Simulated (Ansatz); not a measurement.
```
Pb F
1.0
     6.05650    0.00000    0.00000
     0.00000    6.05650    0.00000
     0.00000    0.00000    6.05650
Pb F
4 8
Direct
  0.00000 0.00000 0.00000
  0.50000 0.50000 0.00000
  0.50000 0.00000 0.50000
  0.00000 0.50000 0.50000
  0.25000 0.25000 0.25000
  0.75000 0.75000 0.25000
  0.75000 0.25000 0.75000
  0.25000 0.75000 0.75000
  0.75000 0.25000 0.25000
  0.25000 0.75000 0.25000
  0.25000 0.25000 0.75000
  0.75000 0.75000 0.75000
```

Space group Fm-3m; a generated structure, not necessarily the stable one; changed on purpose from its base cell (volume × 1.06); computed pressure about −3 GPa in this cell.

All numbers below come from DFT HSE06, scalar-relativistic, plane waves, PAW in Ansatz 0.2.0.

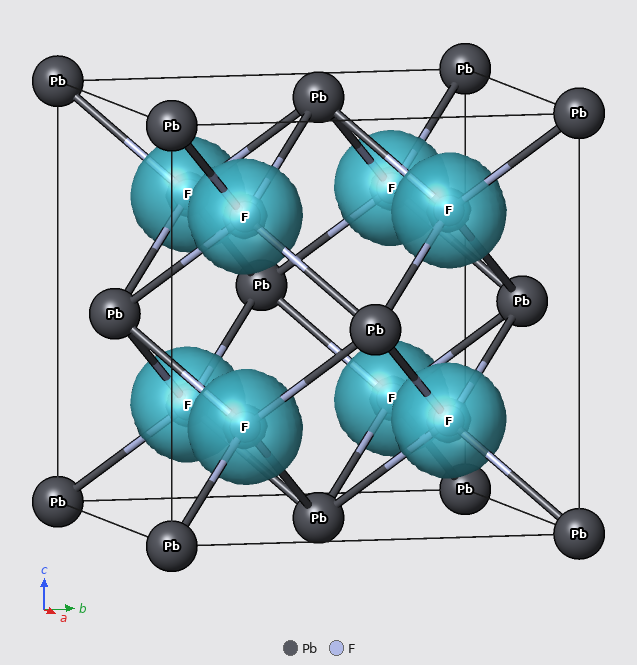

PbF$_{2}$. Isosurface of the electron localisation function at 0.7 (cyan), seen slightly off an axis. Only the valence region is drawn (cores and ρ < 0.01 e/Å³ removed). Sticks mark near contacts.

Core electrons are frozen (PAW), and the valence fields are smoothed inside the atomic spheres.

Where are the electrons localised?

The ELF exceeds this value in eight regions wrapped around F (the valence shell of each), counted in one cell of 12 atoms. Any copies at cell faces, edges or corners count once. Profiles from the grid: Pb–F (2.62 Å): the ELF is about 0.10 at the midpoint; no localised pair shows between them.
